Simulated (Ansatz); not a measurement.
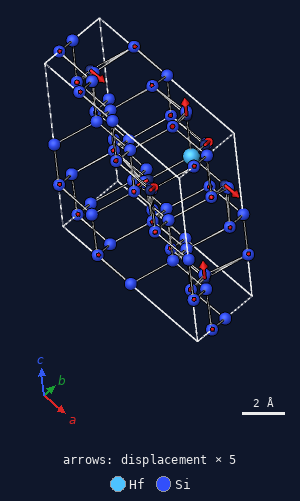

This is a relaxation of a defect cell of composition HfSi31. The starting structure is drawn faded, the final one solid; red arrows show the displacements, 5 times their true length.

A ball-and-stick model of the cell of the calculation (origin shifted), seen slightly off an axis.

Case: Hf on a Si site (b), charge +0, atoms relaxed at the host's cell.

Method: DFT PBE, scalar-relativistic, plane waves, PAW (Ansatz). Set-up: plane-wave cutoff 420 eV; k-point mesh 3 × 3 × 3; occupations gaussian; smearing width 0.01 eV; no spin polarisation; atoms relaxed in a fixed cell; force threshold 0.025 eV/Å; at most 45 steps.

### Which element moves most?

Silicon: up to 0.22 Å, against 0.00 Å for hafnium.

### What did the optimiser do to the structure, and how much energy did it gain?

The energy falls by 1.396 eV per cell of the calculation in 2 accepted moves (3 points after the start). The largest force component goes from 1.9 to 0.022 eV/Å. 1 step only repeated the SCF at the same geometry. The largest moves, 0.22 Å, are those of Si atoms. Hf stays in place. The cell doesn't change. Some distances before and after: Hf–Si 2.369 → 2.591 Å, Si–Si 2.369 → 2.347 Å. Among the angles between lasting bonds that change: Si–Si–Si 109.5° → 104.5°, Hf–Si–Si 109.5° → 104.9°, Si–Si–Si 109.5° → 113.6°. Cost: 34 s on 4 threads of AMD EPYC 7B13 (Zen 3), with other jobs on the host, peak memory 1.5 GiB.
